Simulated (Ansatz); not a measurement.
```
Cu O
1.0
     0.00000   -4.16090    0.00000
     4.16599    0.00000    0.33266
    -0.41023    0.00000    5.13497
Cu O
4 4
Direct
  0.75000 0.25000 0.00000
  0.25000 0.75000 0.00000
  0.25000 0.25000 0.50000
  0.75000 0.75000 0.50000
  0.50001 0.00000 0.25000
  0.00001 0.50000 0.25000
  0.49999 0.00000 0.75000
  0.99999 0.50000 0.75000
```

Space group Cccm; computed without spin polarisation.

Method: DFT PBE, scalar-relativistic, plane waves, PAW (Ansatz 0.2.0).

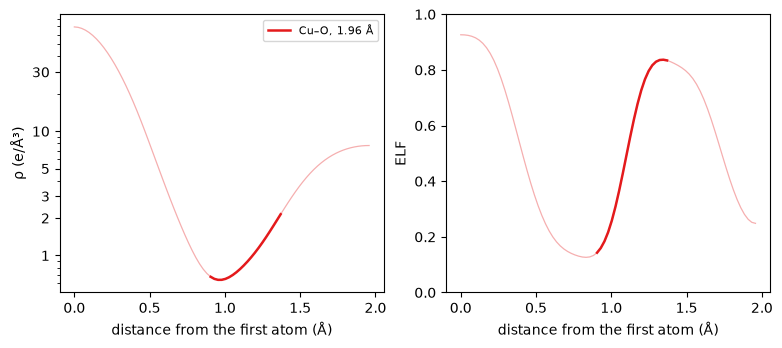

CuO. Valence electron density and electron localisation function along straight lines between neighbouring atoms. Thin, pale parts lie inside the atomic spheres.

In a PAW calculation such maps are meaningful between the atoms, not at the nuclei.

What can be read from the curves?

Answer. Cu–O (1.96 Å): the density is about 0.64 e/Å³ at the midpoint; the ELF peaks at about 0.85 in the valence shell of O, 0.6 Å from its nucleus, and is about 0.20 at the midpoint; no localised pair shows between them.
